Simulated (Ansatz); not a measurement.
```yaml
crystal:
  lattice:
    - [3.52305, 0.00000, 0.00000]
    - [0.00000, 3.52305, 0.00000]
    - [0.00000, 0.00000, 3.52305]
  atoms:
    - { symbol: Al, position: [0.00000, 0.00000, 0.00000] }
    - { symbol: Ni, position: [0.00000, 0.50000, 0.50000] }
    - { symbol: Ni, position: [0.50000, 0.00000, 0.50000] }
    - { symbol: Ni, position: [0.50000, 0.50000, 0.00000] }
```

Space group Pm-3m; a structure from a database of computed crystals, not necessarily the ambient phase; computed pressure about 7 GPa in this cell; spin-polarised.

All numbers below come from DFT, PBE, PAW with Ansatz's default frozen-core files, scalar-relativistic in Ansatz.

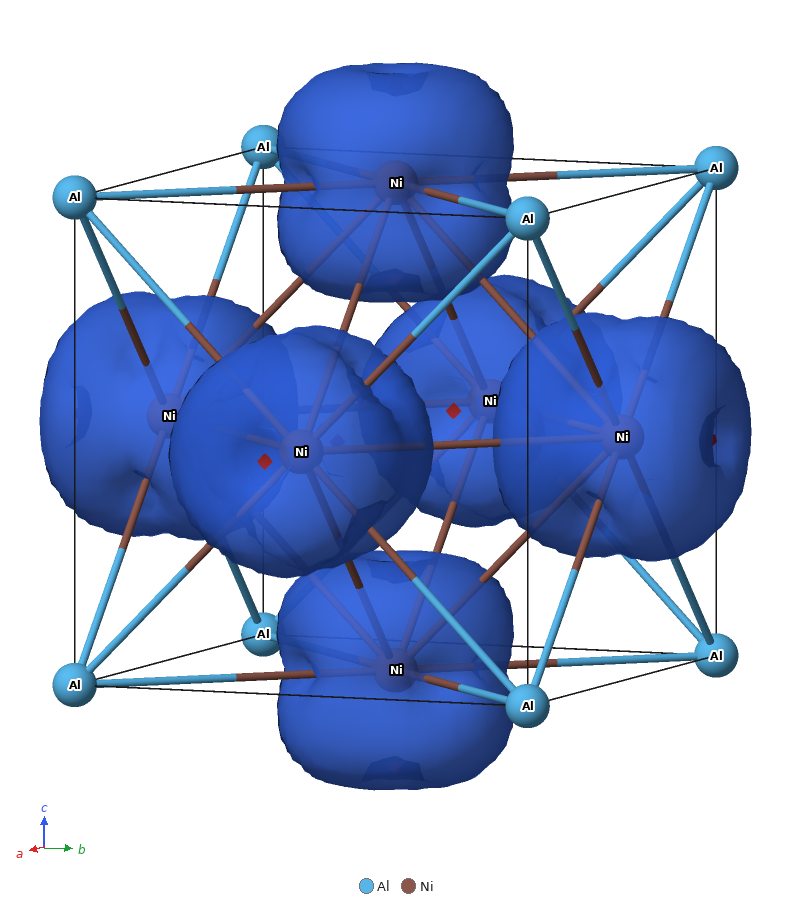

AlNi$_{3}$. Isosurfaces of the spin density (up minus down) at +0.006 (blue) and −0.006 e/Å³ (red), seen slightly off an axis. Sticks mark near contacts.

The density is the valence pseudo-density of a PAW calculation; it isn't the true density close to the nuclei.

Describe the spin distribution.

Answer. The spin density sits on Ni: +0.3 μB (×3) in one cell of 4 atoms: parallel main moments (a ferromagnetic arrangement) in this solution. The cell of the calculation (4 atoms) carries 0.8 μB of net spin moment.
